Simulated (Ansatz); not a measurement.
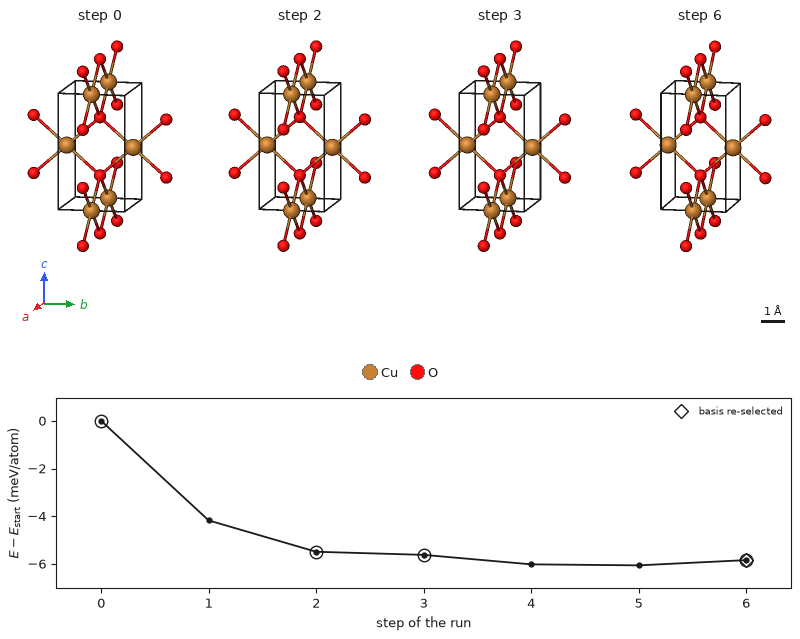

Frames of a relaxation of crystalline CuO (set up in Cccm), marked on the history of the run. The picture is a ball-and-stick view of the cell of the calculation, seen slightly off an axis.

Computed with Ansatz, DFT r2SCAN, scalar-relativistic, plane waves, PAW. Set-up: plane-wave cutoff 500 eV; k-point mesh 14 × 14 × 8; occupations gaussian; smearing width 0.1 eV; collinear spin; cell and atoms relaxed; force threshold 0.005 eV/Å; at most 80 steps.

> What happens along the run?

After 5 accepted moves (6 points after the start) the energy has fallen by 5.8 meV per atom. All forces vanish by symmetry, so only the cell relaxes. Pressure: −4.09 GPa at the start and −0.01 GPa at the end. At 1 point the geometry stayed and the basis and grid were re-selected for the new cell (energy shift of 0.2 meV per atom at most each time). The atoms keep their places relative to the cell (all moves are under 0.005 Å). Cell: a = b 2.933 → 2.887 Å (−1.6 %), c 5.156 → 5.161 Å (+0.1 %), γ 94.5° → 90.2°. Volume −2.7 %. Near-neighbour distances that change, for instance: Cu–O 1.952 → 1.936 Å. Among the angles between lasting bonds that change: Cu–O–Cu 113.1° → 116.3°, Cu–O–Cu 118.7° → 116.5°. The space group stays Cccm (No. 66). From step 0 to 2: volume −3.0 %, energy −5.5 meV per atom. From step 2 to 3: energy −0.1 meV per atom. From step 3 to 6: volume +0.2 %, energy −0.2 meV per atom.
